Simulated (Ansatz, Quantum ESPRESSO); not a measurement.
**KTaO3 (cubic perovskite): bulk modulus from a few volumes**

How stiff is cubic perovskite KTaO3 under hydrostatic load? Each row scales the relaxed cell evenly and relaxes the atoms. The symmetry of the cell is held, so distortions that would lower it, which this phase may prefer, aren't tested. The phase is followed to these pressures whether or not it stays the stable one.

Calculated with Ansatz 0.2.0, PBEsol, PAW files of the set soft_1, cutoff 600 eV, Fermi–Dirac smearing 0.02 eV, k-mesh 7×7×7, no spin polarisation, no spin-orbit coupling.

Reference cell, relaxed at zero pressure with PBEsol (Pm-3m): a = 3.9842 Å, b = 3.9842 Å, c = 3.9842 Å, α = 90.00°, β = 90.00°, γ = 90.00°.

```csv
atom,x,y,z
Ta,0.5000,0.5000,0.5000
K,0.0000,0.0000,0.0000
O,0.5000,0.5000,0.0000
O,0.5000,0.0000,0.5000
O,0.0000,0.5000,0.5000
```

```
V (Å³/atom)    V/V0  P (GPa)  E − E0 (meV/atom)
    11.8898  0.9400   14.459               32.4
    12.1428  0.9600    9.102               13.8
    12.9017  1.0200   −3.857                3.1
    13.1547  1.0400   −7.313               12.0
    13.4077  1.0600  −10.407               26.0
```

V0 = 12.6488 Å³ an atom, where the residual pressure P0 is −0.001 GPa. **Question.** Fit the Birch–Murnaghan law and give the pressure and the energy at V = 12.3958 Å³ an atom, a row left out above.

With the Eulerian strain f = ½[(V0/V)^(2/3) − 1] and F = (P − P0)/[3f(1 + 2f)^(5/2)], the third-order law is the line F = B0 + (3/2) B0 (B′ − 4) f.

| f | F (GPa) |
| --- | --- |
| 0.02106 | 206.46 |
| 0.01380 | 205.48 |
| −0.00656 | 202.64 |
| −0.01290 | 201.66 |
| −0.01905 | 200.65 |

A straight line through the 5 rows: the means are −0.00073 for f and 203.38 for F, Σ(Δx)² = 0.001204 and ΣΔxΔy = 0.1729, so the slope is 0.1729/0.001204 = 143.64 and the intercept 203.38 − (143.64)(−0.00073) = 203.48.

Hence B0 = 203.5 GPa and B′ = 4 + (143.6)/(1.5 × 203.5) = 4.47. For the withheld volume f = 0.00678, F = 204.46 GPa and P = 4.30 GPa. The run itself gives 4.30 GPa, so the estimate misses by 0.00 GPa, a rounding's worth.

Integrating the same law gives E − E0 = (9/2) B0 V0 f²[1 + (B′ − 4) f] + P0(V0 − V), with 1 GPa Å³ = 6.2415 meV: 3.3 meV an atom. The run itself gives 3.3 meV, so the estimate misses by 0.0 meV, a rounding's worth.

The same fit over all rows at other levels or in other programs gives B0 = 205 GPa with PBEsol (Quantum ESPRESSO, GBRV).

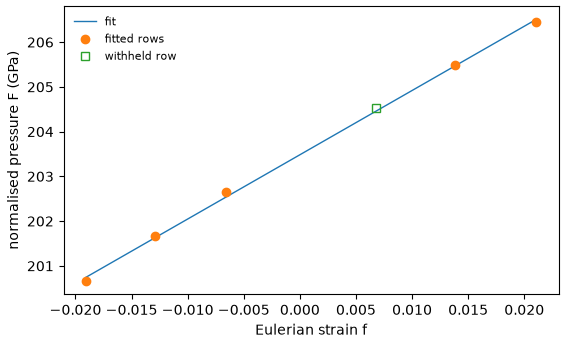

The fitted law, the rows behind it and the withheld row.

[Logs are printed without paths, hosts, clocks, repeated set-up lines and the standing remarks that a program may print on its own settings, such as how far it seeks lower states.]
